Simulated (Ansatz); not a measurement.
Si: geometry relaxation

The run: geometry relaxation of Si (2 atoms in the cell). Method and program: DFT PBE+D3(BJ), scalar-relativistic, plane waves, PAW, no spin polarisation (Ansatz 0.2.0).

The structure derives from an entry of the Crystallography Open Database. Figures and captions count atoms from 1; the log counts them from 0 in places.

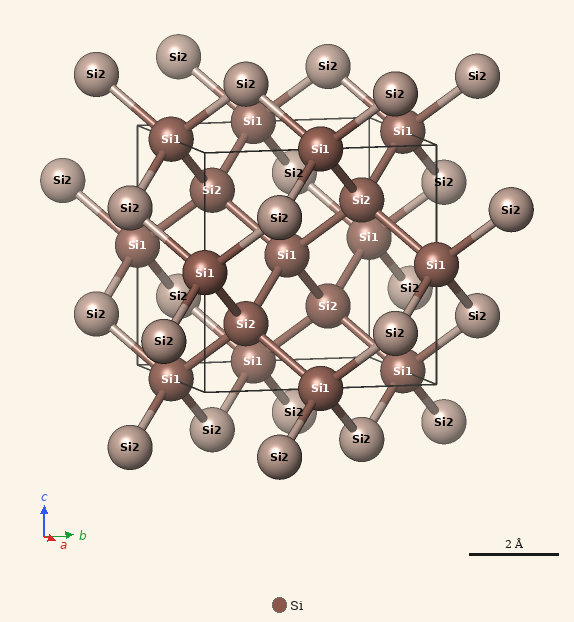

**Figure 1.** The structure as given in the input (ball-and-stick view of the cell 4 times as large as that of the calculation, set on its symmetry axes, seen slightly off an axis; neighbours outside the cell are drawn fainter; atoms are numbered from 1 in the order of the input). Near neighbours in the crystal (not all of them lie inside the picture): Si has 4 Si at 2.35 Å.

### Summary

- outcome: converged
- space group (tolerance 0.01 Å): Fd-3m (227)
- electrons treated: 8
- free energy: −1272.2429 eV
- Fermi energy: 6.568 eV
- gap on the k-point mesh: 0.57 eV
- pressure: 0.00 GPa
- final volume: 39.84 Å³
- largest force (length of the vector) at the end: under 0.001 eV/Å
- final cell: a = 3.834 Å, b = 3.834 Å, c = 3.834 Å, α = 60.00°, β = 60.00°, γ = 60.00°
- hardware: 2 threads of Arm Neoverse V1, 24 GiB of memory available, shared host
- wall time: 2.7 s (CPU time 5.2 s)
- peak memory: 0.29 GiB

### The input
```yaml
crystal:
  lattice:
    - [0.0, 2.71547, 2.71547]
    - [2.71547, 0.0, 2.71547]
    - [2.71547, 2.71547, 0.0]
  atoms:
    - { symbol: Si, position: [0.5, 0.5, 0.5] }
    - { symbol: Si, position: [0.75, 0.75, 0.75] }
basis:
  ecutwfc: 420
kpoints:
  mp_grid: { grid: [10, 10, 10] }
hamiltonian:
  xc: pbe
  dispersion: d3bj
scf:
  occupations: { method: gaussian, width: 0.02 }
output:
  forces: true
  stress: true
  eigenvalues: true
  write_density: true
  write_potential: true
  elf: true
  volumetric_format: npy
relax:
  adjacent_minimum: "off"
  f_tol: 0.005
  max_steps: 80
  cell: { stress_tol: 0.05 }
```

Run as:
```bash
ansatz run input.yaml --threads 2 --pin off --max-ram 5120MiB --backend cpu --events-out ev --progress --plain --runs-dir out
```

### What the program printed
```
Engine: ansatz 0.2.0, aarch64-unknown-linux-gnu
Pseudopotentials: kind: paw
Pseudopotential: Si, paw, valence charge 4, recommended cutoff 420 eV (normal), Si.paw.azcp
Functional definition: PBE
  parameter kappa = 0.804
  parameter beta = 0.06672455060314922
  exchange = pbe_x(kappa = kappa, mu = beta*pi^2/3)
  correlation = pbe_c(beta = beta)
Crystal: 2 atoms, lattice volume = 40.047 Å³
Basis set: ecut = 420 eV, 749 PW (Γ), exchange–correlation on 54×54×54 points (8 copies of the dense FFT grid, shifted against one another)
Bands: 8, of which v1, the nominal top of the filled ones, is band 4 counted from 1 (3 counted from 0)
Symmetry: 48 space group operations
Space group: Fd-3m (ITA 227), of the structure as read, at distance tolerance 3.4e-5 Å
k-points: 47 of 1000
Non-local potential: Si, projectors of the file, l = 0: 2, l = 1: 2, l = 2: 2
PAW form: soft (Blöchl's): semilocal exchange-correlation on the pseudo side does not see the compensation charge
PAW one-centre angular grid: Si, 110 points (default); XC on 64 Gauss nodes
Initial density: superposition of atomic densities (neutral atoms: chi_scale 0, normalization atom), corrected by the library's trained network
Initial wavefunctions: pseudopotential atomic-orbital guess
Functional: x = pbe(κ = 0.804, μ = 0.2195149727645171), c = pbe(β = 0.06672455060314922)
SCF iter   1: F=—  HF=-1272.242177 eV  |F-HF|=—  |Δ(HF+E_count)|=         —  Δρ=1.16e-3  dr2=2.91e-4  ethr=1.77e-3  ⟨swp⟩=6.2  Hψ=3412  notcnv=0
preconditioner: auto → none  [insulator: Δε(μ)=0.580 eV  Ē_g=9.477 eV  σ=0.020 eV  W_gap=1.00  n_scr=8 (ndim 8)  ℏωp=16.6 eV  f_vac=0.000  D(μ)=0.00/eV (n_scr^D=0)  ε∞_Penn≈4.1]
SCF iter   2: F=—  HF=-1272.242574 eV  |F-HF|=—  |Δ(HF+E_count)|=   3.97e-4  Δρ=4.81e-4  dr2=4.72e-5  ethr=3.63e-6  ⟨swp⟩=2.1  Hψ=998  notcnv=0
SCF iter   3: F=—  HF=-1272.242619 eV  |F-HF|=—  |Δ(HF+E_count)|=   4.53e-5  Δρ=9.60e-5  dr2=2.34e-6  ethr=5.90e-7  ⟨swp⟩=2.1  Hψ=567  notcnv=0
SCF iter   4: F=—  HF=-1272.242620 eV  |F-HF|=—  |Δ(HF+E_count)|=   1.36e-6  Δρ=2.21e-5  dr2=1.48e-7  ethr=2.92e-8  ⟨swp⟩=2.0  Hψ=564  notcnv=0
iter 5 did not close the SCF: its close was put off for the readings that it lacked (scf_convergence_deferred on its scf_iter line)
SCF iter   5: F=-1272.242621 eV  HF=-1272.242621 eV  |F-HF|=8.31e-10  |Δ(HF+E_count)|=   2.72e-8  Δρ=2.85e-6  dr2=1.53e-9  ethr=1.85e-9  ⟨swp⟩=2.0  Hψ=564  notcnv=0
SCF iter   6: F=-1272.242621 eV  HF=-1272.242621 eV  |F-HF|=5.46e-12  |Δ(HF+E_count)|=   1.01e-9  Δρ=3.90e-7  dr2=3.78e-11  ethr=1.91e-11  ⟨swp⟩=4.2  Hψ=1720  notcnv=0
SCF 1 converged in 6 iterations: F = -1272.242621 eV  dr2 = 3.78e-11
  greatest PAW one-centre occupation: 0.634 electrons in one spin orbital (limit 2), on the Si atom at site 1 (counted from 0), in its partial waves of l = 0
relax step   1: F+E_penalty+E_count = -1272.24262051 eV  Δ(F+E_penalty+E_count) = +0.000e0 eV  max|allowed force component| = 1.850e-17 eV/Å  Δτ_max = 0.0000 Å  P = -0.472 GPa  Ω = 40.047 Å³  (6 SCF iters, dr2 threshold 1.00e-7 eV, accepted)
Crystal: 2 atoms, lattice volume = 39.894 Å³
Initial density: handed on by an earlier stage of this run
Initial wavefunctions: those handed on with the density
iter 1 solved again at ethr=3.31e-7 eV; its pass at ethr=3.10e-3 eV (dr2=2.65e-5 eV) is discarded
SCF iter   1: F=—  HF=-1272.242937 eV  |F-HF|=—  |Δ(HF+E_count)|=         —  Δρ=2.22e-4  dr2=2.74e-5  ethr=3.31e-7  ⟨swp⟩=2.2  Hψ=3421  notcnv=0
preconditioner: auto → none  [insulator: Δε(μ)=0.575 eV  Ē_g=9.495 eV  σ=0.020 eV  W_gap=1.00  n_scr=8 (ndim 8)  ℏωp=16.6 eV  f_vac=0.000  D(μ)=0.00/eV (n_scr^D=0)  ε∞_Penn≈4.1]
SCF iter   2: F=—  HF=-1272.242929 eV  |F-HF|=—  |Δ(HF+E_count)|=   7.99e-6  Δρ=8.76e-5  dr2=3.83e-6  ethr=3.31e-7  ⟨swp⟩=1.4  Hψ=428  notcnv=0
SCF iter   3: F=-1272.242928 eV  HF=-1272.242928 eV  |F-HF|=2.26e-8  |Δ(HF+E_count)|=   7.15e-7  Δρ=9.98e-6  dr2=2.84e-8  ethr=2.50e-9  ⟨swp⟩=6.5  Hψ=2208  notcnv=0
SCF 2 converged in 3 iterations: F = -1272.242928 eV  dr2 = 2.84e-8
relax step   2: F+E_penalty+E_count = -1272.24292819 eV  Δ(F+E_penalty+E_count) = -3.077e-4 eV  max|allowed force component| = 6.939e-17 eV/Å  Δτ_max = 0.0000 Å  P = -0.126 GPa  Ω = 39.894 Å³  energy of the carried Pulay correction = +2.171e-5 eV  (3 SCF iters, dr2 threshold 2.00e-7 eV, accepted)
Crystal: 2 atoms, lattice volume = 39.839 Å³
iter 1 solved again at ethr=4.66e-8 eV; its pass at ethr=3.10e-3 eV (dr2=3.72e-6 eV) is discarded
SCF iter   1: F=—  HF=-1272.242959 eV  |F-HF|=—  |Δ(HF+E_count)|=         —  Δρ=8.37e-5  dr2=3.85e-6  ethr=4.66e-8  ⟨swp⟩=2.2  Hψ=3414  notcnv=0
preconditioner: auto → none  [insulator: Δε(μ)=0.571 eV  Ē_g=9.502 eV  σ=0.020 eV  W_gap=1.00  n_scr=8 (ndim 8)  ℏωp=16.6 eV  f_vac=0.000  D(μ)=0.00/eV (n_scr^D=0)  ε∞_Penn≈4.1]
SCF iter   2: F=—  HF=-1272.242958 eV  |F-HF|=—  |Δ(HF+E_count)|=   1.24e-6  Δρ=3.45e-5  dr2=5.79e-7  ethr=4.66e-8  ⟨swp⟩=1.4  Hψ=433  notcnv=0
SCF iter   3: F=-1272.242958 eV  HF=-1272.242958 eV  |F-HF|=5.45e-9  |Δ(HF+E_count)|=   3.87e-8  Δρ=4.35e-6  dr2=5.32e-9  ethr=4.97e-10  ⟨swp⟩=6.0  Hψ=2057  notcnv=0
SCF 3 converged in 3 iterations: F = -1272.242958 eV  dr2 = 5.32e-9
  greatest PAW one-centre occupation: 0.635 electrons in one spin orbital (limit 2), on the Si atom at site 1 (counted from 0), in its partial waves of l = 0
relax step   3: F+E_penalty+E_count = -1272.24295778 eV  Δ(F+E_penalty+E_count) = -2.959e-5 eV  max|allowed force component| = 1.388e-16 eV/Å  Δτ_max = 0.0000 Å  P = +0.001 GPa  Ω = 39.839 Å³  energy of the carried Pulay correction = +2.959e-5 eV  (3 SCF iters, dr2 threshold 3.98e-8 eV, accepted)
Initial wavefunctions: pseudopotential atomic-orbital guess (no wavefunctions were taken with the density)
iter 1 solved again at ethr=9.00e-8 eV; its pass at ethr=3.10e-3 eV (dr2=7.20e-6 eV) is discarded
SCF iter   1: F=—  HF=-1272.242922 eV  |F-HF|=—  |Δ(HF+E_count)|=         —  Δρ=5.82e-6  dr2=5.81e-9  ethr=9.00e-8  ⟨swp⟩=3.0  Hψ=4598  notcnv=0
preconditioner: auto → none  [insulator: Δε(μ)=0.570 eV  Ē_g=9.501 eV  σ=0.020 eV  W_gap=1.00  n_scr=8 (ndim 8)  ℏωp=16.6 eV  f_vac=0.000  D(μ)=0.00/eV (n_scr^D=0)  ε∞_Penn≈4.1]
SCF iter   2: F=—  HF=-1272.242922 eV  |F-HF|=—  |Δ(HF+E_count)|=   8.72e-8  Δρ=3.08e-6  dr2=1.71e-9  ethr=7.26e-11  ⟨swp⟩=2.0  Hψ=564  notcnv=0
SCF iter   3: F=—  HF=-1272.242922 eV  |F-HF|=—  |Δ(HF+E_count)|=   5.07e-9  Δρ=3.15e-7  dr2=4.39e-11  ethr=2.14e-11  ⟨swp⟩=2.1  Hψ=556  notcnv=0
SCF iter   4: F=-1272.242922 eV  HF=-1272.242922 eV  |F-HF|=6.82e-13  |Δ(HF+E_count)|=  3.18e-12  Δρ=1.33e-7  dr2=7.41e-12  ethr=1.00e-12  ⟨swp⟩=5.3  Hψ=1429  notcnv=0
SCF 4 converged in 4 iterations: F = -1272.242922 eV  dr2 = 7.41e-12
relax step   4: F+E_penalty+E_count = -1272.24292176 eV  Δ(F+E_penalty+E_count) = +3.602e-5 eV  max|allowed force component| = 7.401e-17 eV/Å  Δτ_max = 0.0000 Å  P = -0.001 GPa  Ω = 39.839 Å³  stress off target by 5.18e-4 GPa  SCF on the basis re-selected at this cell (its energy is not comparable with the rows above)  (4 SCF iters)
```

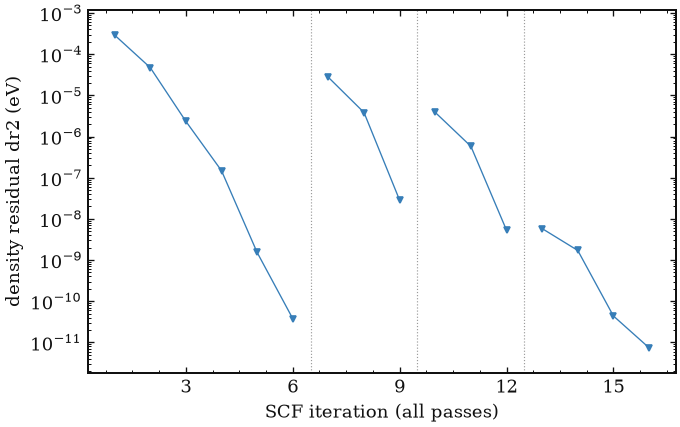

**Figure 2.** Convergence of the self-consistent field: density residual dr2 against the SCF iteration. The dotted lines part the SCF passes of the relaxation: geometry steps, rejected trials and re-solves on a re-selected basis. The passes take 6, 3, 3 and 4 iterations.

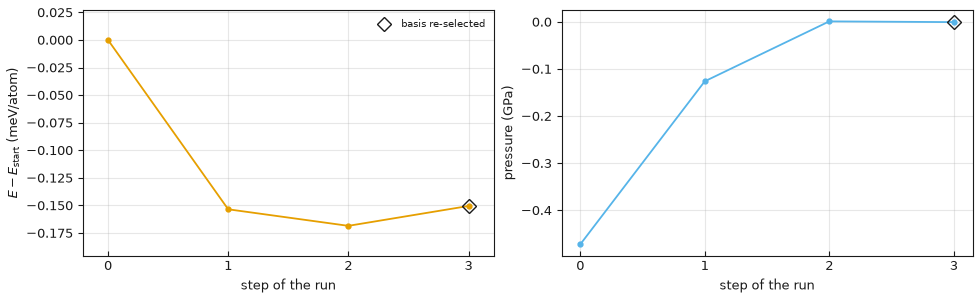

**Figure 3.** Progress of the relaxation, step by step (the first geometry is step 0 here and step 1 in the log). No atom moves by more than 0.005 Å relative to the cell. The volume changes by −0.5 %, with a = b = c 5.431 → 5.422 Å (−0.2 %). Among the contacts that change: Si1–Si2 2.352 → 2.348 Å. The space group stays Fd-3m (No. 227). After 2 geometry steps the energy has fallen by 0.2 meV per atom. All forces vanish by symmetry, so only the cell relaxes. The pressure goes from −0.47 to 0.00 GPa. A last SCF at the same geometry on a re-selected plane-wave basis shifts the energy by +0.0 meV per atom. (Atoms are counted from 1 in the order of the input.)

```
basis re-selected at this cell: Δ(F+E_penalty+E_count) = +3.602e-5 eV, ΔP = -0.002 GPa vs the last step (what re-selecting the basis moved, of the pressure what is left beyond the Pulay correction that the steps carried, after the strain that the cell walked since its last selection, with what the two solves' SCF thresholds leave and, on support functions, any second-order correction that the steps lacked; it is no measure of the basis error at this ecutwfc). This SCF's stress stands 5.18e-4 GPa from its target on what of the cell is left free (relax.cell.stress_tol is 5.00e-2 GPa) and its largest allowed force component is 7.40e-17 eV/Å (relax.f_tol is 5.00e-3 eV/Å): within both
SCF converged after 4 iterations
Free energy (F): -1272.242922 eV
Harris-Foulkes:  -1272.242922 eV  (|F-HF|=6.82e-13)
Internal energy: -1272.242922 eV  (E = F + TS)
E sigma→0 (E₀):  -1272.242922 eV
Fermi energy:    6.568145 eV
--- Per-component energies (eV) ---
  E_band       = 9.635797
  E_kinetic    = 81.019133
  E_local      = -54.515716  (includes V_loc(G=0)·N_el)
  E_nonlocal   = 52.094894
  E_hartree    = 14.854747
  E_xc         = -110.512745
  E_vxc        = -93.665069  (∫ρ·V_xc dr)
  E_paw        = -1025.632862  (= ΣΔE_a)
  E_vpaw       = -5.006934  (= ΣTr[D̂ρ^β])
  E_aug_tail   = 0.000012  (compensation charges beyond the density's cutoff)
  E_ewald      = -228.918756
  E_disp       = -0.631629  (pairwise vdW)
  E_smearing   = -0.000000  (= −TS)
  E_closure    = 0.000000  (closes the sum)
  Σ components = -1272.242922   (vs F -1272.242922, Δ=0.00e0)
--- Forces (eV/Å), atoms counted from 1 ---
  atom   1  Si    -0.00000000     0.00000000    -0.00000000
  atom   2  Si     0.00000000    -0.00000000     0.00000000
  max |Σ_I F_I| component: 6.94e-18 eV/Å
--- Stress (GPa, compression-positive) ---
       -0.000518      -0.000000       0.000000
       -0.000000      -0.000518      -0.000000
       -0.000000      -0.000000      -0.000518
  P = ⅓ Tr σ = -0.0005 GPa (-0.005 kbar)
--- Band table (eV; the first three rows and the last of 47) ---
  k-point 0: bands = ["-5.7134", "6.2832", "6.2832", "6.2832", "8.8460", "8.8460", "8.8460", "9.7057"]
  k-point 1: bands = ["-5.5819", "5.1370", "6.0836", "6.0836", "8.8671", "9.1397", "9.1397", "10.6181"]
  k-point 2: bands = ["-5.1937", "3.2687", "5.7010", "5.7010", "8.5182", "9.6491", "9.6491", "12.3777"]
  k-point 46: bands = ["-1.4017", "-1.4017", "2.4884", "2.4884", "9.7145", "9.7145", "12.2234", "12.2234"]
--- Relaxed structure (3 steps of the walk, 3 accepted, 1 SCFs on fresh bases) ---
  F+E_penalty+E_count = -1272.24292176 eV   max|allowed force component| = 7.401e-17 eV/Å   (the final SCF, on the basis selected at the relaxed cell)
  cell:  # Å, volume = 39.8385 Å³
    - [-2.4203017156254052e-34, 2.710760215943043, 2.710760215943043]
    - [2.710760215943043, 3.10499233254575e-34, 2.710760215943043]
    - [2.710760215943043, 2.710760215943043, 2.786531580489775e-34]
  atoms:
    - { symbol: Si, position: [0.5000000000000001, 0.5000000000000001, 0.5000000000000001] }
    - { symbol: Si, position: [0.7500000000000001, 0.7500000000000001, 0.7500000000000001] }
```

### Trajectory as extended XYZ (Å, eV, eV/Å), 4 frames, from step=1 to step=4
```
2
Lattice="0.0000 2.7155 2.7155 2.7155 0.0000 2.7155 2.7155 2.7155 0.0000" Properties=species:S:1:pos:R:3:forces:R:3 step=1 energy=-1272.24262 pressure_GPa=-0.47
Si    2.7155    2.7155    2.7155    0.0000   0.0000   0.0000
Si    4.0732    4.0732    4.0732    0.0000   0.0000   0.0000
2
Lattice="0.0000 2.7120 2.7120 2.7120 0.0000 2.7120 2.7120 2.7120 0.0000" Properties=species:S:1:pos:R:3:forces:R:3 step=2 energy=-1272.24293 pressure_GPa=-0.13
Si    2.7120    2.7120    2.7120    0.0000   0.0000   0.0000
Si    4.0680    4.0680    4.0680    0.0000   0.0000   0.0000
2
Lattice="0.0000 2.7108 2.7108 2.7108 0.0000 2.7108 2.7108 2.7108 0.0000" Properties=species:S:1:pos:R:3:forces:R:3 step=3 energy=-1272.24296 pressure_GPa=0.00
Si    2.7108    2.7108    2.7108    0.0000   0.0000   0.0000
Si    4.0661    4.0661    4.0661    0.0000   0.0000   0.0000
2
Lattice="0.0000 2.7108 2.7108 2.7108 0.0000 2.7108 2.7108 2.7108 0.0000" Properties=species:S:1:pos:R:3:forces:R:3 step=4 energy=-1272.24292 pressure_GPa=-0.00
Si    2.7108    2.7108    2.7108    0.0000   0.0000   0.0000
Si    4.0661    4.0661    4.0661    0.0000   0.0000   0.0000
```

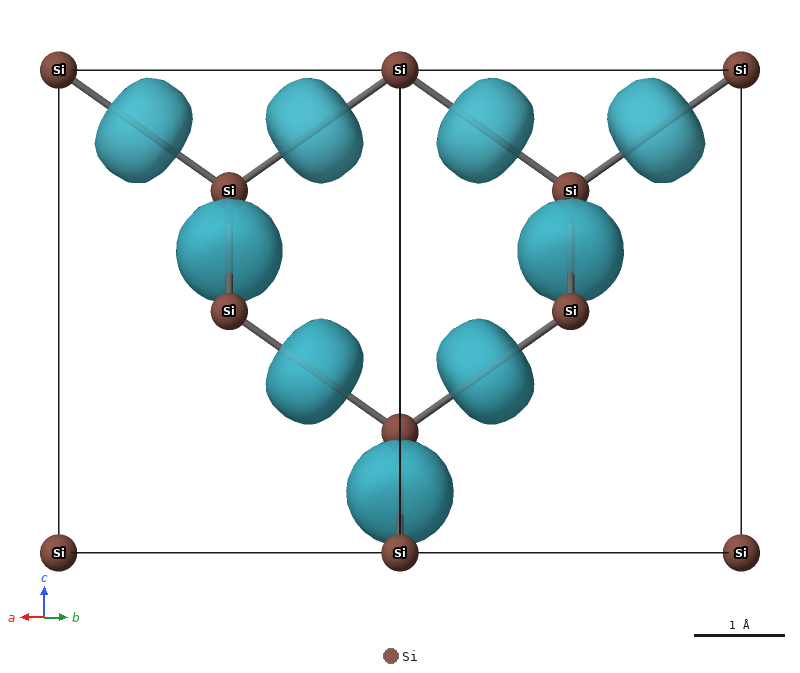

**Figure 4.** Isosurface of the electron localisation function at 0.85 (cyan), seen along [110]. Only the valence region is drawn (cores and ρ < 0.01 e/Å³ removed). Sticks mark near contacts. The outline is the cell set on symmetry axes. The ELF exceeds this value in 16 regions between bonded Si–Si atoms (shared pairs), counted in one cell of 8 atoms.  Values along the shortest contacts: Si–Si (2.35 Å): the ELF peaks at about 0.95 between the atoms, which marks a covalent bond. Core electrons are frozen (PAW), so the fields are smoothed inside the atomic spheres.

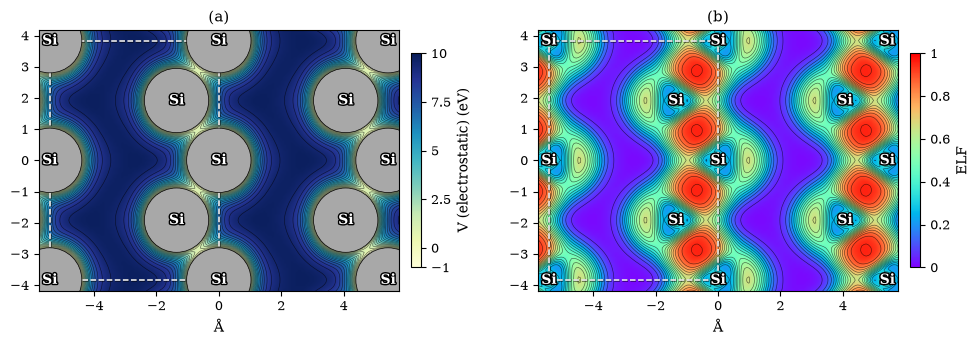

**Figure 5.** (a) electrostatic potential (local pseudopotential plus Hartree) felt by an electron; (b) electron localisation function on the (101) plane of the conventional cell. Grey discs, where drawn, cover atomic cores. Atoms in the plane: Si. Outside the cores the potential energy rises away from the atoms and is highest about 2.3 Å from the nearest atoms; outside the discs it spans about 10 eV, and its zero is arbitrary.
